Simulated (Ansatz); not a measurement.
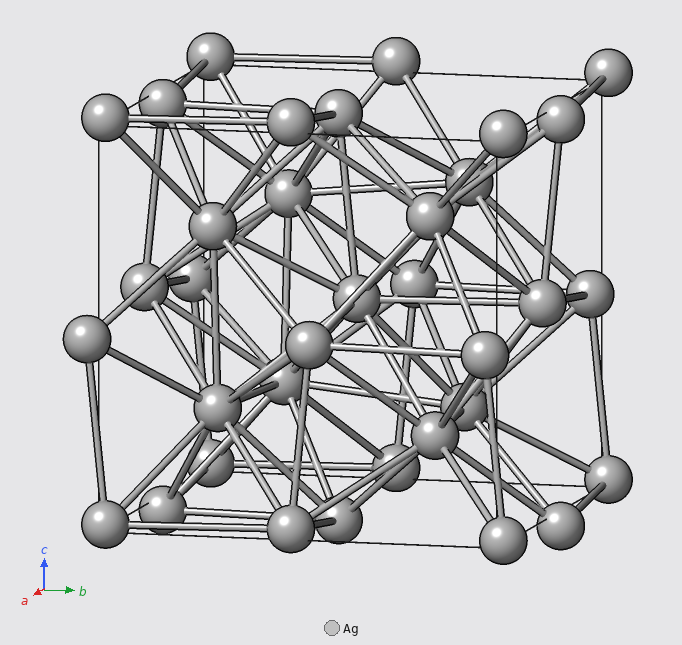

Drawn in the ball-and-stick manner and seen slightly off an axis. The frame is the conventional unit cell; atoms at its boundary are shown with their periodic copies.

Ag, space group I-43d (No. 220), a = 6.613 Å, b = 6.613 Å, c = 6.613 Å, α = 90.00°, β = 90.00°, γ = 90.00°. The structure was taken from a structure type filled with this element by a generator (whether the element takes this form wasn't checked). Earlier steps of the study, as a rule a relaxation of our own, may have changed the cell and positions, so they can lie some per cent off the listed ones. It went into a calculation with Ansatz.

This one geometry was computed with Ansatz (DFT, plane waves, PAW) at three levels of theory: r2SCAN, PBEsol and PBE.

Question: Which level gives the highest pressure at this volume, and what does that say about its equilibrium volume?

Answer: Highest: PBE (0.0 GPa), which points to the largest equilibrium volume. Lowest, with the smallest volume: PBEsol (-6.6 GPa). Levels within 0.5 GPa of each other can't be told apart.

Question: How does the band gap change with the level of theory?

Answer: All levels give a metal.

Question: Collect the results in a table.

Answer:
| level | cutoff (eV) | k-mesh of the run's cell | gap (eV) | pressure (GPa) |
| --- | --- | --- | --- | --- |
| r2SCAN | 500 | 8×8×8 | metal | -3.0 |
| PBEsol | 420 | 8×8×8 | metal | -6.6 |
| PBE | 420 | 8×8×8 | metal | 0.0 |

Gaps are taken on the k-mesh or band path of each run.
